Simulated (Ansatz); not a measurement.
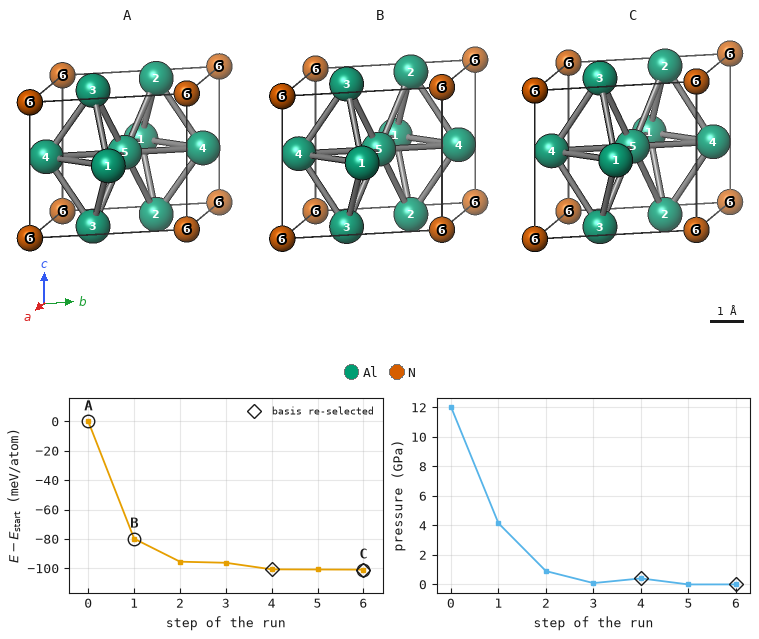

Frames of a relaxation of crystalline Al5N (a generated structure, set up in P6/mmm) (coarse preliminary run), marked on the history of the run. A ball-and-stick model of the cell of the calculation, seen slightly off an axis.

Theory: Ansatz, DFT PBE, scalar-relativistic, plane waves, PAW. (plane-wave cutoff 420 eV; k-point mesh 6 × 6 × 4; occupations gaussian; smearing width 0.1 eV; collinear spin; cell and atoms relaxed; force threshold 0.04 eV/Å; at most 70 steps)

What happens along the run?

After 4 accepted moves (6 points after the start) the energy has fallen by 101 meV per atom. All forces vanish by symmetry, so only the cell relaxes. The pressure goes from 12.06 to 0.00 GPa. At 2 points the geometry stayed and the basis and grid were re-selected for the new cell (energy shift of 4.5 meV per atom at most each time). The atoms keep their places relative to the cell (all moves are under 0.005 Å). The drawn cell changes as follows: a = b 5.075 → 5.227 Å (+3.0 %), c 4.225 → 4.618 Å (+9.3 %); the volume changes by +15.9 %. Near-neighbour distances that change, for instance: Al1–Al2 2.571 → 2.758 Å, Al1–Al4 2.538 → 2.614 Å. Among the angles between lasting bonds that change: Al1–Al3–Al1 110.5° → 113.7°, Al1–Al3–Al4 59.1° → 56.6°. The space group stays P6/mmm (No. 191). From step 0 to 1: volume +8.7 %, energy −79.8 meV per atom. From step 1 to 6: volume +6.7 %, energy −21.0 meV per atom.

| step | E − E(0), meV/atom | pressure, GPa | volume, Å³/atom | note |
| --- | --- | --- | --- | --- |
| 0 | 0.00 | 12.06 | 15.709 |  |
| 1 | -79.80 | 4.15 | 17.070 |  |
| 2 | -95.44 | 0.91 | 17.857 |  |
| 3 | -96.18 | 0.09 | 18.087 |  |
| 4 | -100.66 | 0.41 | 18.087 | same geometry, new basis |
| 5 | -100.76 | 0.00 | 18.213 |  |
| 6 | -100.84 | 0.00 | 18.213 | same geometry, new basis |

Limits of the set-up: the k-point mesh is coarse for a cell with partly filled bands.
